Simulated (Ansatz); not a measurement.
```cif
data_structure
_symmetry_space_group_name_H-M 'P 1'
_symmetry_Int_Tables_number 1
_cell_length_a 3.1598
_cell_length_b 3.1598
_cell_length_c 32.2910
_cell_angle_alpha 90.000
_cell_angle_beta 90.000
_cell_angle_gamma 120.000
_cell_volume 279.21
loop_
_atom_site_label
_atom_site_type_symbol
_atom_site_fract_x
_atom_site_fract_y
_atom_site_fract_z
_atom_site_occupancy
S1 S 0.33333 0.66667 0.45120 1
W1 W 0.66667 0.33333 0.50001 1
S2 S 0.33333 0.66667 0.54881 1
```

The calculation used DFT PBE+D3(BJ), scalar-relativistic, plane waves, PAW in Ansatz 0.2.0.

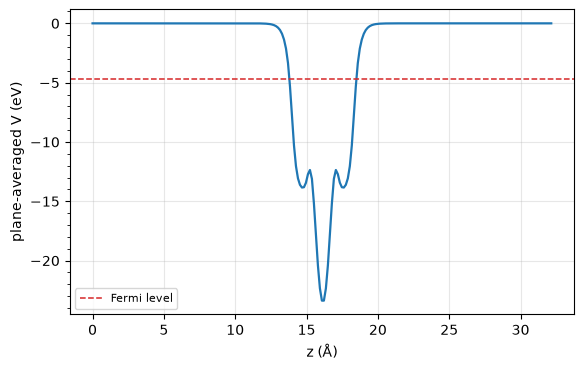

WS2 (slab). Plane average of the electrostatic potential energy of an electron across the slab.

Question: How far above the Fermi level of the calculation is the vacuum level?

Answer: 4.7 eV. The slab has a gap, so the Fermi level lies inside it and this isn't a work function in the metallic sense.

Question: What are the slab's thickness and the vacuum gap?

Answer: The outermost nuclei are 3.2 Å apart, in 3 atomic planes; the vacuum between periodic images is 29.1 Å wide.
